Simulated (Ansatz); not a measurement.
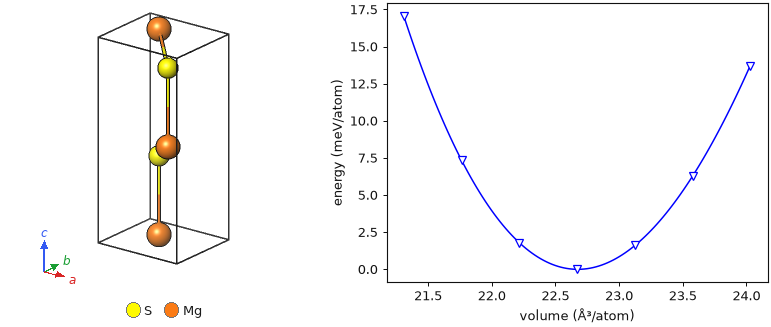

Plotted: energy against volume for MgS, space group P6_3mc (No. 186). The conventional cell is drawn beside the plot.

Structure:
```
S Mg
1.0
     4.03462    0.00000    0.00000
    -2.01731    3.49409    0.00000
     0.00000    0.00000    6.43229
S Mg
2 2
Direct
  0.66667 0.33333 0.87924
  0.33333 0.66667 0.37924
  0.33333 0.66667 0.99575
  0.66667 0.33333 0.49575
```

How it was computed, with Ansatz 0.2.0: plane-wave DFT, no spin polarisation; energies at scaled volumes of the given cell, shape and fractions fixed, counted from the fit's minimum, third-order Birch-Murnaghan fit. Level: r2SCAN.

```
       setting        value
        k mesh        8×8×4
   occupations  Fermi–Dirac
smearing width      0.05 eV
    potentials   Ansatz PAW
   wave cutoff       500 eV
density cutoff      2000 eV
```

From this curve and the settings, what does the calculation give for the pressure at the same points?

The pressure falls from 4.21 GPa at volume 21.31 Å³/atom to −3.09 GPa at 24.03 Å³/atom, and changes sign near 22.67 Å³/atom.

```json
{"volume (Å³/atom)": "21.31", "pressure (GPa)": "4.21"}
{"volume (Å³/atom)": "21.76", "pressure (GPa)": "2.67"}
{"volume (Å³/atom)": "22.22", "pressure (GPa)": "1.27"}
{"volume (Å³/atom)": "22.67", "pressure (GPa)": "0.01"}
{"volume (Å³/atom)": "23.12", "pressure (GPa)": "-1.13"}
{"volume (Å³/atom)": "23.58", "pressure (GPa)": "-2.16"}
{"volume (Å³/atom)": "24.03", "pressure (GPa)": "-3.09"}
```

Keep in mind: shape and atomic fractions are frozen while scaling, which makes layered, chain and framework solids too stiff.
